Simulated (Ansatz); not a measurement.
**TaN (slab): density, localisation and related maps**

Input file:

```
crystal:
  lattice:
    - [3.1234812524, 0.0, 0.0]
    - [-1.5617406262, 2.7050141128, 0.0]
    - [0.0, 0.0, 26.4764029344]
  atoms:
    - { symbol: Ta, position: [0.3333333333, 0.6666666667, 0.2832711082] }
    - { symbol: "N", position: [0.6666666667, 0.3333333333, 0.3314330841] }
    - { symbol: Ta, position: [0.0, 0.0, 0.3795950601] }
    - { symbol: "N", position: [0.3333333333, 0.6666666667, 0.4277570361] }
    - { symbol: Ta, position: [0.6666666667, 0.3333333333, 0.475919012] }
    - { symbol: "N", position: [0.0, 0.0, 0.524080988] }
    - { symbol: Ta, position: [0.3333333333, 0.6666666667, 0.5722429639] }
    - { symbol: "N", position: [0.6666666667, 0.3333333333, 0.6204049399] }
    - { symbol: Ta, position: [0.0, 0.0, 0.6685669159] }
    - { symbol: "N", position: [0.3333333333, 0.6666666667, 0.7167288918] }
basis:
  ecutwfc: 420
kpoints:
  mp_grid: { grid: [12, 12, 1] }
hamiltonian:
  xc: pbe
scf:
  occupations: { method: gaussian, width: 0.1 }
output:
  forces: true
  eigenvalues: true
  write_density: true
  write_potential: true
  elf: true
  volumetric_format: npy
relax:
  adjacent_minimum: "off"
  f_tol: 0.02
  max_steps: 60
efield:
  axis: 3
  dipole_correction: true
  ramp_width: 0.04
```

Launched as:

```sh
ansatz run input.yaml --threads 1 --pin off --max-ram 2560MiB --backend cpu --events-out ev --progress --plain --runs-dir out
```

The fields are those of the run's last geometry, not of the input's.

All numbers below come from DFT PBE, scalar-relativistic, plane waves, PAW (Ansatz 0.2.0).

The density is the valence pseudo-density of a PAW calculation; it isn't the true density close to the nuclei.

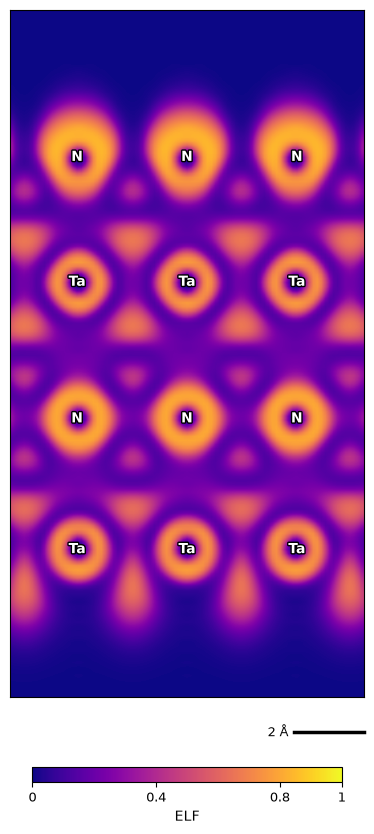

Figure 1. Electron localisation function on the (010) plane of the calculation cell, a cut from vacuum to vacuum.

Question: Read the bonding off the picture.

Answer: The plane passes through Ta and N nuclei.
Atoms just off the plane (N, 0.9 Å away and Ta, 0.9 Å away) can leave unmarked features too.
Ta–Ta (3.12 Å): the ELF is about 0.30 at the midpoint: no localised pair shows between them.
The features right at Ta lie inside the PAW spheres, where the map follows smoothed inner orbitals and isn't to be read closely.

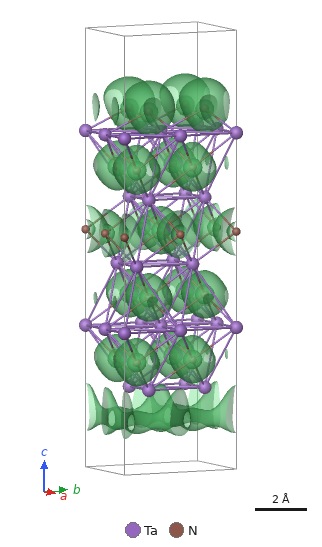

Figure 2. Isosurface of the electron localisation function at 0.6 (green), seen at an oblique angle. Core shells and regions of very low density are left out. Sticks mark near contacts.

Question: Describe the localisation domains.

Answer: At this value the surface marks out five regions wrapped around N (the valence shell of each) and sheets that run through the cell in two directions, counted in one cell of 10 atoms. Counts are for one cell; the picture repeats the cell along the surface.


Ta–N (2.02 Å): the ELF peaks at about 0.80 in the valence shell of N, 0.6 Å from its nucleus, and is about 0.30 at the midpoint: no shared electron pair shows on this line. Ta–Ta (3.05 Å): the ELF is about 0.25 at the midpoint; no shared electron pair shows on this line.

Question: Does the calculation make it a metal, or give it a gap?

Answer: It is metallic or semimetallic at this level of theory: no gap opens.
